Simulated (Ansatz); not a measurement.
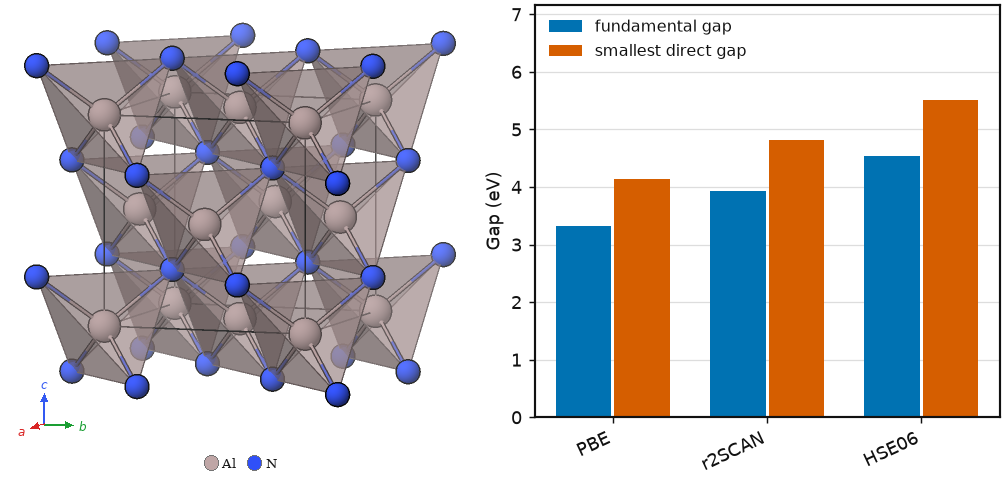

Gaps of AlN, space group I-4m2, 2 atoms in the cell, uniaxial (y) strain +0.3%, at several levels of theory on one cell (Ansatz, plane waves and PAW; edges over the mesh and the special points).

Question: How does the gap depend on the level, and does its kind change?

Answer: In rising order: PBE 3.31 eV, r2SCAN 3.93 eV and HSE06 4.54 eV. It is indirect at every level.
